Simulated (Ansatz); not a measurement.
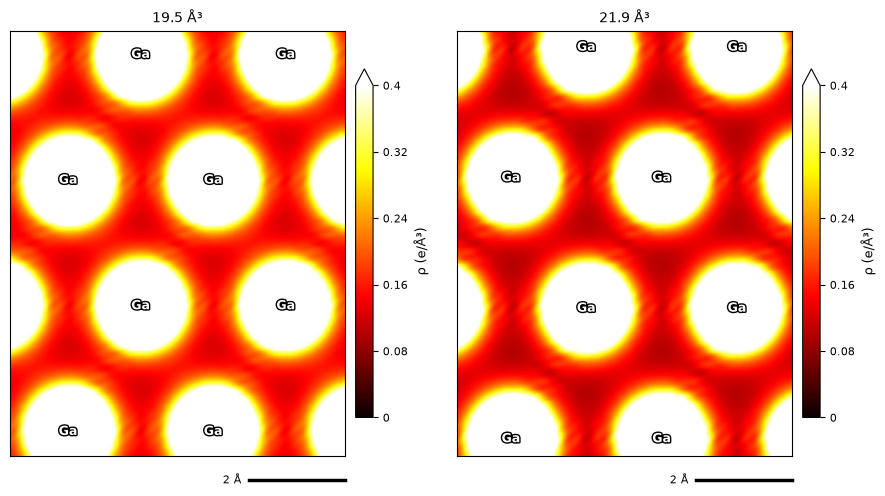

Ga. The valence pseudo-density of cells scaled evenly to different volumes (given per atom above each panel), on the (010) plane of each (indices in the axes of the cell below), at one length scale and on one colour scale.

A generated structure, not necessarily the stable one; computed without spin polarisation.

Method: DFT, revPBE, plane waves (420 eV) with PAW, scalar-relativistic (Ansatz).

The density is the valence pseudo-density of a PAW calculation; it isn't the true density close to the nuclei.

The largest cell:

```xyz
1
Lattice="0.0000 2.2188 2.2188 2.2188 0.0000 2.2188 2.2188 2.2188 0.0000" Properties=species:S:1:pos:R:3 pbc="T T T"
Ga    0.0000    0.0000    0.0000
```

| volume (Å³/atom) | Ga–Ga contact in the plane (Å) | ρ at its midpoint (e/Å³) | pressure (GPa) | 
| --- | --- | --- | --- |
| 19.50 | 3.021 | 0.142 | −0.2 | 
| 21.06 | 3.100 | ? | ? | 
| 21.85 | 3.138 | 0.111 | −3.9 | 

### Estimate the missing row, and compare with the calculation.

Over the known rows ln ρ falls by 2.11 per Å of Ga–Ga distance (the line through the two), which gives 0.120 e/Å³ at 3.100 Å; the calculation gives 0.122 e/Å³. For the pressure, a straight line in volume between the neighbouring rows gives −2.7 GPa; the calculation gives −3.0, lower because pressure rises ever faster on compression.
